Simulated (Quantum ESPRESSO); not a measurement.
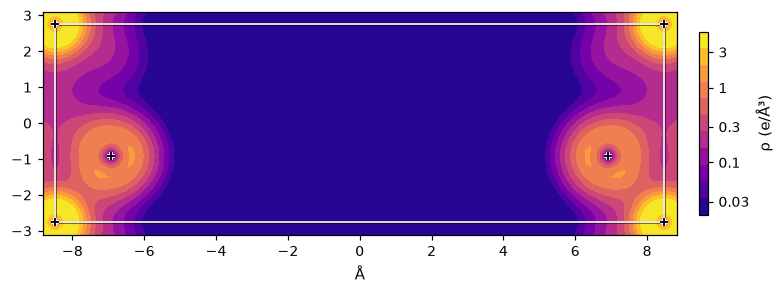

The valence charge density (pseudo) on a plane through atoms (crosses mark nuclei in the plane).

These are results of Kohn-Sham DFT of a periodic cell, LDA, PseudoDojo 0.4.1 SR LDA standard (Quantum ESPRESSO), not measurements.

Candidates:
A. WS₂, a = 3.18 Å, b = 3.18 Å, c = 16.95 Å, α = 90.00°, β = 90.00°, γ = 120.00°. Space group P-6m2; a structure from a database of computed crystals, not necessarily the ambient phase; not relaxed (largest force 0.4 eV/Å); computed pressure about −2 GPa in this cell.
B. Te₂Pt, a = 4.01 Å, b = 4.01 Å, c = 5.20 Å, α = 90.00°, β = 90.00°, γ = 120.00°. Space group P-3m1; not relaxed (largest force 0.6 eV/Å); computed pressure about 2 GPa in this cell.

> Which candidate gave the map?

Candidate A: WS₂ on the (110) plane of the conventional cell, which holds W and S. W–S (2.41 Å): the density is about 0.63 e/Å³ at the midpoint.
